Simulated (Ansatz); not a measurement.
**Phonon calculation, with input and output: PtS2 (part 2 of 2)**

Continued. System: PtS2 (P-3m1, 6 atoms in the cell). Method: DFT PBE+D3(BJ), scalar-relativistic, plane waves, PAW, PAW set soft_1 (Ansatz 0.2.0); cutoff 420 eV, 10×10×10 k-mesh, Gaussian smearing of 0.03 eV. The structure derives from an entry of the Crystallography Open Database. The run did not end well.

Geometry of the input (Å; fractional positions):
```
3.5833  0.0000  0.0000
1.7916  -3.1032  -4.6628
1.7916  3.1032  -4.6628
Pt -0.0000  1.0000  0.0000
Pt 0.5000  0.5000  0.5000
S  0.1294  0.5373  0.2040
S  0.6294  0.0373  0.7040
S  0.8706  0.4627  0.7960
S  0.3706  0.9627  0.2960
```

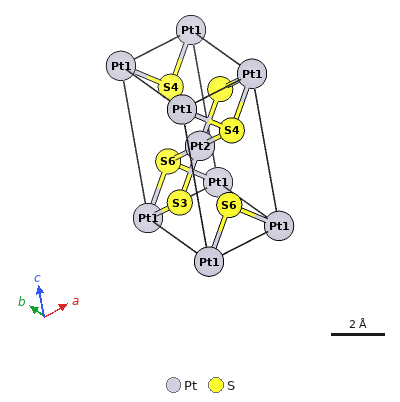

Figure 1. The structure as given in the input (ball-and-stick view of the cell of the calculation, seen slightly off an axis; atoms are numbered from 1 in the order of the input). An atom can appear more than once, as a periodic image.

### What the program printed, continued
```
SCF iter   1: F=—  HF=-28662.318363 eV  |F-HF|=—  |Δ(HF+E_count)|=         —  Δρ=4.56e-4  dr2=1.25e-4  ethr=1.16e-6  ⟨swp⟩=3.5  Hψ=76985  notcnv=0
preconditioner: auto → Resta (q_TF=auto, 2.491 Å⁻¹)  ε∞=8.7  [insulator: Δε(μ)=0.113 eV  Ē_g=8.695 eV  σ=0.030 eV  W_gap=0.87  n_scr=32 (ndim 8)  ℏωp=24.2 eV  f_vac=0.003  D(μ)=0.18/eV (n_scr^D=0)  ε∞_Penn≈8.7]
SCF iter   2: F=—  HF=-28662.318353 eV  |F-HF|=—  |Δ(HF+E_count)|=   9.56e-6  Δρ=2.54e-4  dr2=3.79e-5  ethr=2.08e-7  ⟨swp⟩=1.0  Hψ=10153  notcnv=0
SCF iter   3: F=—  HF=-28662.318387 eV  |F-HF|=—  |Δ(HF+E_count)|=   3.34e-5  Δρ=2.34e-5  dr2=6.89e-7  ethr=6.32e-8  ⟨swp⟩=2.5  Hψ=16122  notcnv=0
SCF iter   4: F=—  HF=-28662.318387 eV  |F-HF|=—  |Δ(HF+E_count)|=   5.69e-7  Δρ=6.54e-6  dr2=9.39e-8  ethr=1.15e-9  ⟨swp⟩=2.2  Hψ=15932  notcnv=0
SCF iter   5: F=—  HF=-28662.318387 eV  |F-HF|=—  |Δ(HF+E_count)|=   1.88e-8  Δρ=2.12e-6  dr2=7.77e-9  ethr=1.56e-10  ⟨swp⟩=2.0  Hψ=15424  notcnv=0
SCF iter   6: F=—  HF=-28662.318387 eV  |F-HF|=—  |Δ(HF+E_count)|=   2.61e-9  Δρ=5.16e-7  dr2=3.71e-10  ethr=1.29e-11  ⟨swp⟩=2.0  Hψ=15509  notcnv=0
SCF iter   7: F=-28662.318387 eV  HF=-28662.318387 eV  |F-HF|=2.55e-11  |Δ(HF+E_count)|=  1.93e-10  Δρ=1.53e-7  dr2=3.13e-11  ethr=1.00e-12  ⟨swp⟩=5.7  Hψ=40079  notcnv=0
SCF 5 converged in 7 iterations: F = -28662.318387 eV  dr2 = 3.13e-11
iter 1 solved again at ethr=1.17e-6 eV; its pass at ethr=3.10e-3 eV (dr2=6.99e-4 eV) is discarded
SCF iter   1: F=—  HF=-28662.318352 eV  |F-HF|=—  |Δ(HF+E_count)|=         —  Δρ=4.57e-4  dr2=1.26e-4  ethr=1.17e-6  ⟨swp⟩=3.5  Hψ=77010  notcnv=0
preconditioner: auto → Resta (q_TF=auto, 2.491 Å⁻¹)  ε∞=8.7  [insulator: Δε(μ)=0.112 eV  Ē_g=8.695 eV  σ=0.030 eV  W_gap=0.88  n_scr=32 (ndim 8)  ℏωp=24.2 eV  f_vac=0.003  D(μ)=0.18/eV (n_scr^D=0)  ε∞_Penn≈8.7]
SCF iter   2: F=—  HF=-28662.318343 eV  |F-HF|=—  |Δ(HF+E_count)|=   9.38e-6  Δρ=2.55e-4  dr2=3.84e-5  ethr=2.10e-7  ⟨swp⟩=1.0  Hψ=10153  notcnv=0
SCF iter   3: F=—  HF=-28662.318374 eV  |F-HF|=—  |Δ(HF+E_count)|=   3.13e-5  Δρ=2.36e-5  dr2=7.06e-7  ethr=6.40e-8  ⟨swp⟩=2.5  Hψ=16083  notcnv=0
SCF iter   4: F=—  HF=-28662.318372 eV  |F-HF|=—  |Δ(HF+E_count)|=   1.91e-6  Δρ=6.60e-6  dr2=9.69e-8  ethr=1.18e-9  ⟨swp⟩=2.2  Hψ=16206  notcnv=0
SCF iter   5: F=—  HF=-28662.318372 eV  |F-HF|=—  |Δ(HF+E_count)|=   1.78e-8  Δρ=2.15e-6  dr2=8.09e-9  ethr=1.61e-10  ⟨swp⟩=2.1  Hψ=15451  notcnv=0
SCF iter   6: F=—  HF=-28662.318372 eV  |F-HF|=—  |Δ(HF+E_count)|=   2.50e-9  Δρ=5.22e-7  dr2=3.81e-10  ethr=1.35e-11  ⟨swp⟩=2.0  Hψ=15507  notcnv=0
SCF iter   7: F=-28662.318372 eV  HF=-28662.318372 eV  |F-HF|=1.09e-11  |Δ(HF+E_count)|=  1.96e-10  Δρ=1.55e-7  dr2=3.22e-11  ethr=1.00e-12  ⟨swp⟩=5.8  Hψ=40165  notcnv=0
SCF 6 converged in 7 iterations: F = -28662.318372 eV  dr2 = 3.22e-11
iter 1 solved again at ethr=1.00e-6 eV; its pass at ethr=3.10e-3 eV (dr2=6.03e-4 eV) is discarded
SCF iter   1: F=—  HF=-28662.318430 eV  |F-HF|=—  |Δ(HF+E_count)|=         —  Δρ=4.57e-4  dr2=1.33e-4  ethr=1.00e-6  ⟨swp⟩=3.7  Hψ=138632  notcnv=0
preconditioner: auto → Resta (q_TF=auto, 2.491 Å⁻¹)  ε∞=8.7  [insulator: Δε(μ)=0.107 eV  Ē_g=8.690 eV  σ=0.030 eV  W_gap=0.87  n_scr=32 (ndim 8)  ℏωp=24.2 eV  f_vac=0.003  D(μ)=0.18/eV (n_scr^D=0)  ε∞_Penn≈8.7]
SCF iter   2: F=—  HF=-28662.318415 eV  |F-HF|=—  |Δ(HF+E_count)|=   1.48e-5  Δρ=2.52e-4  dr2=4.12e-5  ethr=2.21e-7  ⟨swp⟩=1.0  Hψ=18145  notcnv=0
SCF iter   3: F=—  HF=-28662.318440 eV  |F-HF|=—  |Δ(HF+E_count)|=   2.50e-5  Δρ=2.38e-5  dr2=7.43e-7  ethr=6.87e-8  ⟨swp⟩=2.5  Hψ=26959  notcnv=0
SCF iter   4: F=—  HF=-28662.318440 eV  |F-HF|=—  |Δ(HF+E_count)|=   2.69e-7  Δρ=5.53e-6  dr2=7.73e-8  ethr=1.24e-9  ⟨swp⟩=2.1  Hψ=28240  notcnv=0
SCF iter   5: F=—  HF=-28662.318440 eV  |F-HF|=—  |Δ(HF+E_count)|=   1.27e-9  Δρ=1.72e-6  dr2=6.27e-9  ethr=1.29e-10  ⟨swp⟩=2.3  Hψ=27653  notcnv=0
SCF iter   6: F=—  HF=-28662.318440 eV  |F-HF|=—  |Δ(HF+E_count)|=  4.80e-10  Δρ=4.40e-7  dr2=4.25e-10  ethr=1.05e-11  ⟨swp⟩=2.0  Hψ=27325  notcnv=0
SCF iter   7: F=-28662.318440 eV  HF=-28662.318440 eV  |F-HF|=3.64e-12  |Δ(HF+E_count)|=  3.27e-11  Δρ=1.33e-7  dr2=3.33e-11  ethr=1.00e-12  ⟨swp⟩=5.1  Hψ=70639  notcnv=0
SCF 7 converged in 7 iterations: F = -28662.318440 eV  dr2 = 3.33e-11
iter 1 solved again at ethr=1.35e-6 eV; its pass at ethr=3.10e-3 eV (dr2=8.12e-4 eV) is discarded
SCF iter   1: F=—  HF=-28662.318442 eV  |F-HF|=—  |Δ(HF+E_count)|=         —  Δρ=4.58e-4  dr2=1.33e-4  ethr=1.35e-6  ⟨swp⟩=3.3  Hψ=137602  notcnv=0
preconditioner: auto → Resta (q_TF=auto, 2.491 Å⁻¹)  ε∞=8.7  [insulator: Δε(μ)=0.112 eV  Ē_g=8.701 eV  σ=0.030 eV  W_gap=0.81  n_scr=32 (ndim 8)  ℏωp=24.2 eV  f_vac=0.003  D(μ)=0.17/eV (n_scr^D=0)  ε∞_Penn≈8.7]
SCF iter   2: F=—  HF=-28662.318426 eV  |F-HF|=—  |Δ(HF+E_count)|=   1.56e-5  Δρ=2.53e-4  dr2=4.11e-5  ethr=2.21e-7  ⟨swp⟩=1.0  Hψ=18149  notcnv=0
SCF iter   3: F=—  HF=-28662.318458 eV  |F-HF|=—  |Δ(HF+E_count)|=   3.15e-5  Δρ=2.35e-5  dr2=7.34e-7  ethr=6.85e-8  ⟨swp⟩=2.4  Hψ=26447  notcnv=0
SCF iter   4: F=—  HF=-28662.318458 eV  |F-HF|=—  |Δ(HF+E_count)|=   5.67e-7  Δρ=5.19e-6  dr2=6.41e-8  ethr=1.22e-9  ⟨swp⟩=2.1  Hψ=28474  notcnv=0
SCF iter   5: F=—  HF=-28662.318458 eV  |F-HF|=—  |Δ(HF+E_count)|=   1.85e-9  Δρ=1.73e-6  dr2=5.93e-9  ethr=1.07e-10  ⟨swp⟩=2.2  Hψ=27543  notcnv=0
SCF iter   6: F=—  HF=-28662.318458 eV  |F-HF|=—  |Δ(HF+E_count)|=  2.44e-10  Δρ=5.09e-7  dr2=5.30e-10  ethr=9.89e-12  ⟨swp⟩=2.0  Hψ=27229  notcnv=0
SCF iter   7: F=-28662.318458 eV  HF=-28662.318458 eV  |F-HF|=2.18e-11  |Δ(HF+E_count)|=  5.82e-11  Δρ=1.51e-7  dr2=3.86e-11  ethr=1.00e-12  ⟨swp⟩=5.4  Hψ=70862  notcnv=0
SCF 8 converged in 7 iterations: F = -28662.318458 eV  dr2 = 3.86e-11
the harmonic batch is solved at displacements of 0.005 Å and a dr2 threshold of 2.5e-10 eV too, to whose constants those of 0.01 Å and 1.0e-9 eV are held (scf.occupations.method, Limitations)
SCF iter   1: F=—  HF=-28663.343144 eV  |F-HF|=—  |Δ(HF+E_count)|=         —  Δρ=7.85e-2  dr2=5.66e0  ethr=3.10e-3  ⟨swp⟩=9.1  Hψ=48231  notcnv=0
SCF iter   2: F=—  HF=-28662.488901 eV  |F-HF|=—  |Δ(HF+E_count)|=   8.54e-1  Δρ=3.70e-2  dr2=1.13e0  ethr=3.10e-3  ⟨swp⟩=2.2  Hψ=16151  notcnv=0  defer=557
SCF iter   3: F=—  HF=-28662.315778 eV  |F-HF|=—  |Δ(HF+E_count)|=   1.73e-1  Δρ=5.24e-3  dr2=1.57e-2  ethr=1.88e-3  ⟨swp⟩=2.2  Hψ=14814  notcnv=0  defer=564
SCF iter   4: F=—  HF=-28662.318538 eV  |F-HF|=—  |Δ(HF+E_count)|=   2.76e-3  Δρ=1.03e-3  dr2=1.12e-3  ethr=2.61e-5  ⟨swp⟩=2.7  Hψ=22315  notcnv=0  defer=548
SCF iter   5: F=—  HF=-28662.318859 eV  |F-HF|=—  |Δ(HF+E_count)|=   3.21e-4  Δρ=3.38e-4  dr2=1.54e-4  ethr=1.86e-6  ⟨swp⟩=2.2  Hψ=17199  notcnv=0  defer=548
SCF iter   6: F=—  HF=-28662.318904 eV  |F-HF|=—  |Δ(HF+E_count)|=   4.46e-5  Δρ=7.11e-5  dr2=6.92e-6  ethr=2.56e-7  ⟨swp⟩=2.0  Hψ=14533  notcnv=0  defer=548
SCF iter   7: F=—  HF=-28662.318943 eV  |F-HF|=—  |Δ(HF+E_count)|=   3.94e-5  Δρ=1.13e-5  dr2=1.81e-7  ethr=1.15e-8  ⟨swp⟩=2.0  Hψ=15804  notcnv=0  defer=548
SCF iter   8: F=—  HF=-28662.318948 eV  |F-HF|=—  |Δ(HF+E_count)|=   4.78e-6  Δρ=3.27e-6  dr2=1.45e-8  ethr=3.01e-10  ⟨swp⟩=2.3  Hψ=17571  notcnv=0  defer=548
SCF iter   9: F=—  HF=-28662.318948 eV  |F-HF|=—  |Δ(HF+E_count)|=   9.76e-9  Δρ=8.52e-7  dr2=1.02e-9  ethr=2.41e-11  ⟨swp⟩=2.0  Hψ=15462  notcnv=0  defer=548
SCF iter  10: F=-28662.318948 eV  HF=-28662.318948 eV  |F-HF|=7.28e-12  |Δ(HF+E_count)|=  4.73e-10  Δρ=1.68e-7  dr2=3.29e-11  ethr=1.00e-12  ⟨swp⟩=12.1  Hψ=47336  notcnv=0
SCF 9 converged in 10 iterations: F = -28662.318948 eV  dr2 = 3.29e-11
iter 1 solved again at ethr=1.09e-6 eV; its pass at ethr=3.10e-3 eV (dr2=6.56e-4 eV) is discarded
SCF iter   1: F=—  HF=-28662.318638 eV  |F-HF|=—  |Δ(HF+E_count)|=         —  Δρ=6.51e-4  dr2=8.32e-5  ethr=1.09e-6  ⟨swp⟩=3.6  Hψ=77116  notcnv=0
SCF iter   2: F=—  HF=-28662.318677 eV  |F-HF|=—  |Δ(HF+E_count)|=   3.83e-5  Δρ=3.51e-4  dr2=2.56e-5  ethr=1.39e-7  ⟨swp⟩=1.0  Hψ=10166  notcnv=0
SCF iter   3: F=—  HF=-28662.318678 eV  |F-HF|=—  |Δ(HF+E_count)|=   1.21e-6  Δρ=1.57e-5  dr2=1.95e-7  ethr=4.26e-8  ⟨swp⟩=2.7  Hψ=17673  notcnv=0
SCF iter   4: F=—  HF=-28662.318679 eV  |F-HF|=—  |Δ(HF+E_count)|=   1.37e-6  Δρ=3.41e-6  dr2=2.38e-8  ethr=3.25e-10  ⟨swp⟩=2.3  Hψ=16953  notcnv=0
SCF iter   5: F=—  HF=-28662.318679 eV  |F-HF|=—  |Δ(HF+E_count)|=  9.93e-10  Δρ=1.39e-6  dr2=3.25e-9  ethr=3.96e-11  ⟨swp⟩=2.5  Hψ=16017  notcnv=0
SCF iter   6: F=—  HF=-28662.318679 eV  |F-HF|=—  |Δ(HF+E_count)|=  8.77e-10  Δρ=3.62e-7  dr2=1.75e-10  ethr=5.41e-12  ⟨swp⟩=2.0  Hψ=15294  notcnv=0
SCF iter   7: F=-28662.318679 eV  HF=-28662.318679 eV  |F-HF|=4.00e-11  |Δ(HF+E_count)|=  1.13e-10  Δρ=1.10e-7  dr2=1.75e-11  ethr=1.00e-12  ⟨swp⟩=5.0  Hψ=39208  notcnv=0
SCF 10 converged in 7 iterations: F = -28662.318679 eV  dr2 = 1.75e-11
iter 1 solved again at ethr=1.08e-6 eV; its pass at ethr=3.10e-3 eV (dr2=6.50e-4 eV) is discarded
SCF iter   1: F=—  HF=-28662.318682 eV  |F-HF|=—  |Δ(HF+E_count)|=         —  Δρ=6.41e-4  dr2=7.67e-5  ethr=1.08e-6  ⟨swp⟩=3.6  Hψ=138260  notcnv=0
SCF iter   2: F=—  HF=-28662.318721 eV  |F-HF|=—  |Δ(HF+E_count)|=   3.90e-5  Δρ=3.46e-4  dr2=2.28e-5  ethr=1.28e-7  ⟨swp⟩=1.1  Hψ=18244  notcnv=0
SCF iter   3: F=—  HF=-28662.318724 eV  |F-HF|=—  |Δ(HF+E_count)|=   3.47e-6  Δρ=1.50e-5  dr2=1.89e-7  ethr=3.79e-8  ⟨swp⟩=2.7  Hψ=31748  notcnv=0
SCF iter   4: F=—  HF=-28662.318723 eV  |F-HF|=—  |Δ(HF+E_count)|=   1.23e-6  Δρ=3.53e-6  dr2=1.35e-8  ethr=3.15e-10  ⟨swp⟩=2.4  Hψ=32341  notcnv=0
SCF iter   5: F=—  HF=-28662.318723 eV  |F-HF|=—  |Δ(HF+E_count)|=   2.13e-9  Δρ=1.15e-6  dr2=1.61e-9  ethr=2.26e-11  ⟨swp⟩=2.3  Hψ=30216  notcnv=0
SCF iter   6: F=—  HF=-28662.318723 eV  |F-HF|=—  |Δ(HF+E_count)|=   1.11e-9  Δρ=3.04e-7  dr2=1.29e-10  ethr=2.69e-12  ⟨swp⟩=2.0  Hψ=28132  notcnv=0
```

### Outcome

```csv
quantity,value
outcome,stopped at the time limit
space group (tolerance 0.01 Å),P-3m1 (164)
hardware,"2 threads of Arm Neoverse N1, 98 GiB of memory available, shared host"
wall time,19 min (CPU time 37 min)
peak memory,1.3 GiB
```

### What went wrong

The run was cut off by its time limit, so the output is incomplete.
